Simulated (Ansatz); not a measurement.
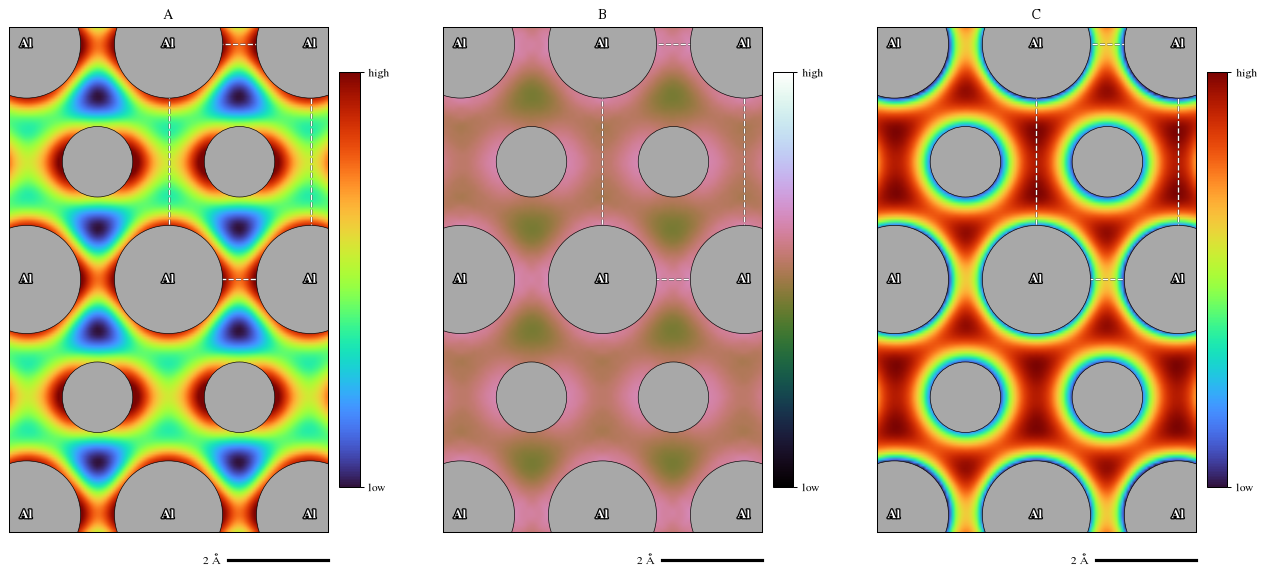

Al: 3 fields on the (100) plane of the conventional cell, with unlabelled colour scales. Grey discs cover the atomic cores.

Space group P6₃/mmc; a structure generated by program, which may or may not match a known phase.

All numbers below come from DFT PBE, scalar-relativistic, plane waves, PAW in Ansatz.

The panels show electron localisation function, electrostatic potential energy of an electron and valence pseudo-density in some order. Assign them.

Panel A: valence pseudo-density. Panel B: electron localisation function. Panel C: electrostatic potential energy of an electron (low next to the atoms, rising into the space between them). From the grid: Al–Al (2.85 Å): ρ is about 0.2 e/Å³ halfway; the ELF peaks at about 0.65 between the atoms.
